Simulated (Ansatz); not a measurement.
A series of calculations on SnO$_{2}$

Part 1: Relaxation

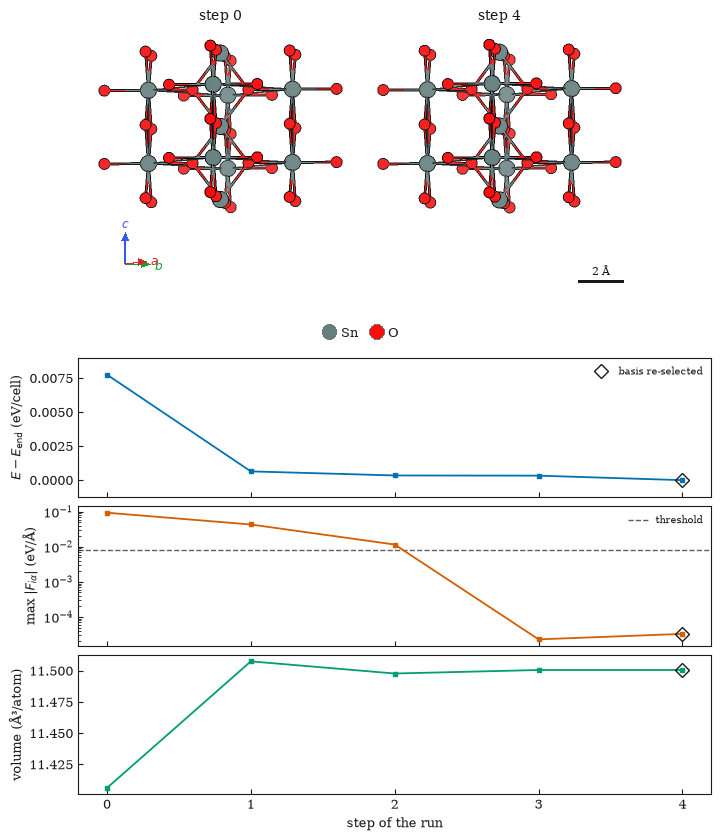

First and last geometry of a relaxation of crystalline SnO₂ (set up in P4_2/mnm), with the history of the run. The picture is a ball-and-stick view of the cell of the calculation, seen from a free direction.

Case: biaxial strain in the a-b plane of -4.0 %; c and atoms relaxed.

These are results of DFT r2SCAN, scalar-relativistic, plane waves, PAW (Ansatz), not measurements.

Input
```yaml
crystal:
  lattice:
    - [4.5695403457, 0.0, 0.0]
    - [0.0, 4.5695403457, 0.0]
    - [0.0, 0.0, 3.2775278136]
  atoms:
    - { symbol: Sn, position: [0.5, 0.5, 0.5] }
    - { symbol: Sn, position: [0.0, 0.0, 0.0] }
    - { symbol: O, position: [0.3062987237, 0.3062987237, 0.0] }
    - { symbol: O, position: [0.8062987237, 0.1937012763, 0.5] }
    - { symbol: O, position: [0.1937012763, 0.8062987237, 0.5] }
    - { symbol: O, position: [0.6937012763, 0.6937012763, 0.0] }
basis:
  ecutwfc: 500
kpoints:
  mp_grid: { grid: [6, 6, 8] }
hamiltonian:
  xc: r2scan
scf:
  occupations: { method: gaussian, width: 0.02 }
output:
  forces: true
  stress: true
  eigenvalues: true
relax:
  adjacent_minimum: "off"
  f_tol: 0.008
  max_steps: 40
  cell: { stress_tol: 0.015, fix: [a, b, gamma] }
```

Run as
```bash
ansatz run input.yaml --threads 1 --pin off --max-ram 2560MiB --backend cpu --events-out ev --progress --plain --runs-dir out
```

Did the run converge, and what did it change?

Answer. It converged. Over 3 accepted moves (4 points after the start) the energy falls by 7.8 meV per cell of the calculation. The largest force component goes from 0.094 to under 0.0001 eV/Å. The pressure goes from 12.03 to 9.64 GPa. At 1 point the geometry stayed and the basis and grid were re-selected for the new cell (energy shift of 0.3 meV per cell of the calculation at most each time). The largest moves relative to the cell, 0.006 Å, are those of O3, O4, O5 and O6. O3 goes along [1 1 0]. Sn stays in place. The volume changes by +0.8 %, with a = b unchanged at 4.570 Å, c 3.278 → 3.305 Å (+0.8 %). Near-neighbour distances that change, for instance: Sn1–O3 2.062 → 2.069 Å, Sn1–O4 1.979 → 1.986 Å. The space group stays P4_2/mnm (No. 136).

| step | E − E(0), meV/atom | largest force component, eV/Å | pressure, GPa | volume, Å³/atom | note |
| --- | --- | --- | --- | --- | --- |
| 0 | 0.00 | 0.0940 | 12.03 | 11.406 |  |
| 1 | -1.19 | 0.0434 | 9.48 | 11.508 |  |
| 2 | -1.24 | 0.0116 | 9.71 | 11.498 |  |
| 3 | -1.24 | 0.0000 | 9.64 | 11.501 |  |
| 4 | -1.29 | 0.0000 | 9.64 | 11.501 | same geometry, new basis |

Part 2: Relaxation

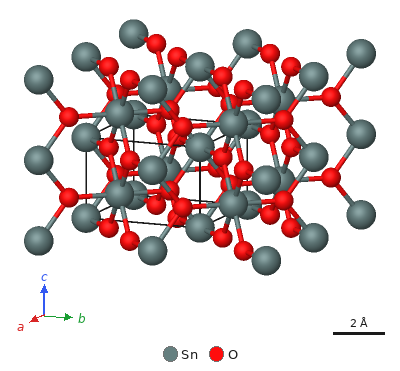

This is the input geometry for a relaxation of crystalline SnO2 (set up in Pnnm) (coarse preliminary run). Style: ball-and-stick. Shown: the cell of the calculation, repeated 2 × 2 × 2 with one cell outlined, slightly off an axis.

Level of theory: DFT r2SCAN, scalar-relativistic, plane waves, PAW in Ansatz 0.2.0.

The input:
```yaml
crystal:
  lattice:
    - [4.788004, 0.0, 0.0]
    - [0.0, 4.866582, 0.0]
    - [0.0, 0.0, 3.240898]
  atoms:
    - { symbol: Sn, position: [0.5, 0.5, 0.5] }
    - { symbol: Sn, position: [0.0, 0.0, 0.0] }
    - { symbol: O, position: [0.291855, 0.321042, 0.0] }
    - { symbol: O, position: [0.791855, 0.178958, 0.5] }
    - { symbol: O, position: [0.208145, 0.821042, 0.5] }
    - { symbol: O, position: [0.708145, 0.678958, 0.0] }
basis:
  ecutwfc: 500
kpoints:
  mp_grid: { grid: [4, 4, 6] }
hamiltonian:
  xc: r2scan
scf:
  occupations: { method: gaussian, width: 0.1 }
output:
  forces: true
  stress: true
  eigenvalues: true
relax:
  adjacent_minimum: "off"
  f_tol: 0.05
  max_steps: 80
  cell: { stress_tol: 0.5 }
```

Launched with:
```bash
ansatz run input.yaml --threads 1 --pin off --max-ram 2560MiB --backend cpu --events-out ev --progress --plain --runs-dir out
```

What does the optimiser find from here?

The largest moves relative to the cell, 0.092 Å, are those of O3, O4, O5 and O6. O3 goes along [1 −1 0]. Sn stays in place. The volume changes by −4.0 %, with a 4.788 → 4.759 Å (−0.6 %), b 4.867 → 4.759 Å (−2.2 %), c 3.241 → 3.200 Å (−1.2 %). Near-neighbour distances that change, for instance: Sn1–O4 2.096 → 2.057 Å, Sn1–O3 2.092 → 2.067 Å. The space group stays Pnnm (No. 58). The energy falls by 98.2 meV per cell of the calculation in 3 accepted moves (4 points after the start). Largest force component: 0.13 eV/Å at the start, 0.039 eV/Å at the end. The pressure goes from −8.21 to 0.02 GPa. The SCF was repeated once at an unchanged geometry on a basis and grid sized afresh for the cell, which shifted the energy by 1.6 meV per cell of the calculation at most.

History of the run:

| step | E − E(0), meV/atom | largest force component, eV/Å | pressure, GPa | volume, Å³/atom | note |
| --- | --- | --- | --- | --- | --- |
| 0 | 0.00 | 0.1258 | -8.21 | 12.586 |  |
| 1 | -15.00 | 0.0674 | 0.29 | 12.059 |  |
| 2 | -15.85 | 0.0647 | 0.12 | 12.073 |  |
| 3 | -16.64 | 0.0393 | 0.00 | 12.081 |  |
| 4 | -16.37 | 0.0394 | 0.02 | 12.081 | same geometry, new basis |

The end point in the same view:

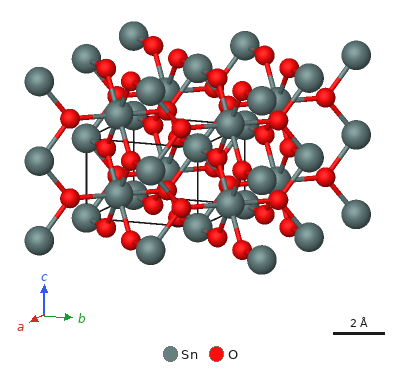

Part 3: Series

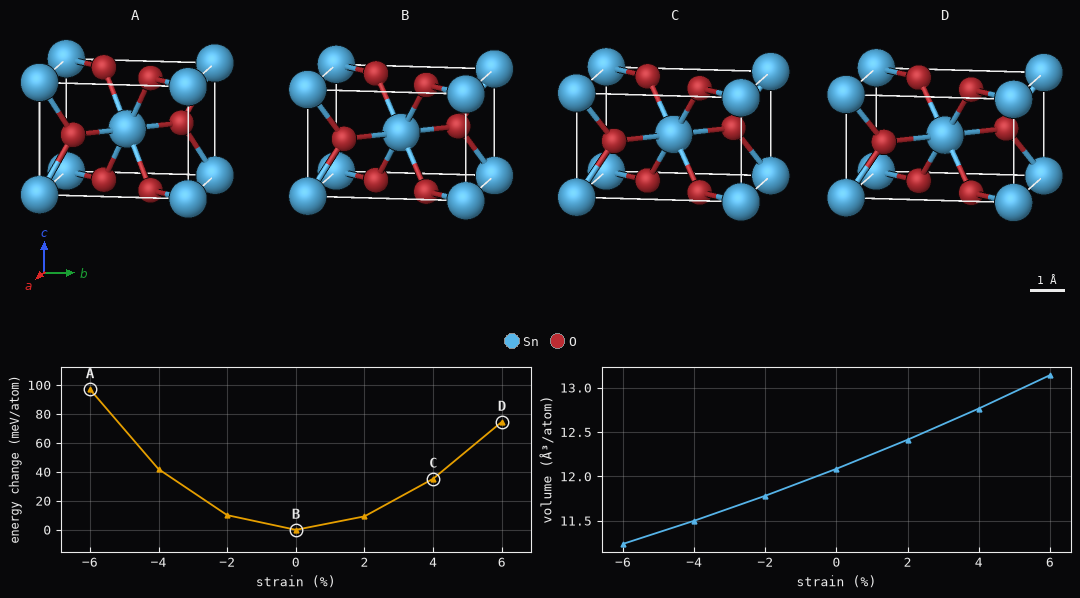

Members of a series of calculations on a crystal of SnO$_{2}$ (set up in P4_2/mnm), marked on the first curve. A ball-and-stick model of the cell of the calculation, seen slightly off an axis.

The calculation used Ansatz 0.2.0, DFT r2SCAN, scalar-relativistic, plane waves, PAW. Settings: plane-wave cutoff 500 eV; k-point mesh 6 × 6 × 8; occupations gaussian; smearing width 0.02 eV; no spin polarisation.

### Which kind of strain is it, and how does the structure respond?

Biaxial strain in the a–b plane, c and atoms relaxed. A (strain −6.0 %): energy change 97.1 meV/atom, volume 11.24 Å³ per atom. B (strain 0.0 %): energy change 0.0 meV/atom, volume 12.09 Å³ per atom. C (strain 4.0 %): energy change 35.3 meV/atom, volume 12.77 Å³ per atom. D (strain 6.0 %): energy change 74.6 meV/atom, volume 13.14 Å³ per atom. The rest compares A with D. The volume changes by +16.9 %, with a = b 4.474 → 5.046 Å (+12.8 %), c 3.369 → 3.097 Å (−8.1 %). Some distances before and after: O–Sn 1.954 → 2.205 Å, O–Sn 2.074 → 2.063 Å.
